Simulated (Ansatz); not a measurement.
Given this structure:

```xyz
2
Lattice="3.8846 0.0000 0.0000 -1.9423 3.3843 0.0000 0.0000 0.0000 6.1669" Properties=species:S:1:pos:R:3 pbc="T T T"
Eu    0.0412    2.2801    4.6252
Eu    1.9835    1.1042    1.5417
```

> Characterise the structure given above.

The element is europium. Strictly the space group is Cmcm (No. 63, within 0.01 Å). It is a distorted form of a primitive hexagonal structure, space group P6_3/mmc (No. 194) within 0.25 Å: hexagonal close-packed (Mg type). The cell holds two atoms. The coordination shell of Eu holds twelve Eu in an anticuboctahedral arrangement at 3.79 to 3.90 Å. The bonds build a three-dimensional framework.

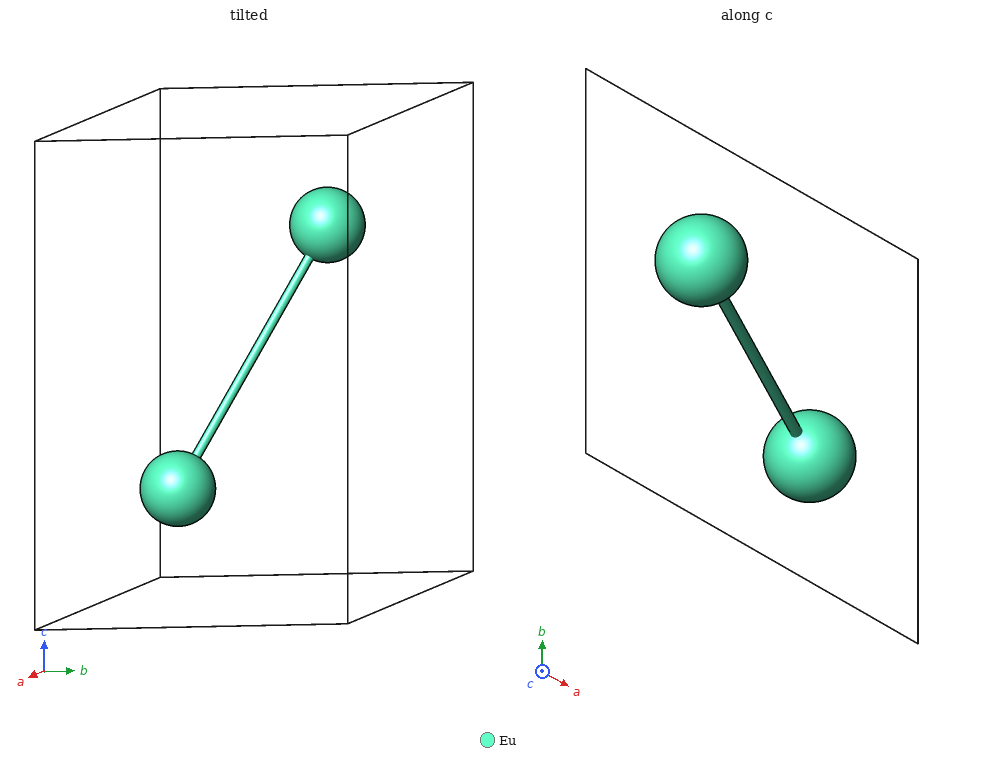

Crystal structure, ball-and-stick style, seen slightly off an axis and along the c axis. The unit cell is outlined; an atom on or near a face, edge or corner is repeated at each equivalent position.

The cell started as a structure listed in the Materials Project. The cell was then strained or its atoms displaced on purpose. Ansatz was used for an electronic-structure calculation on it.
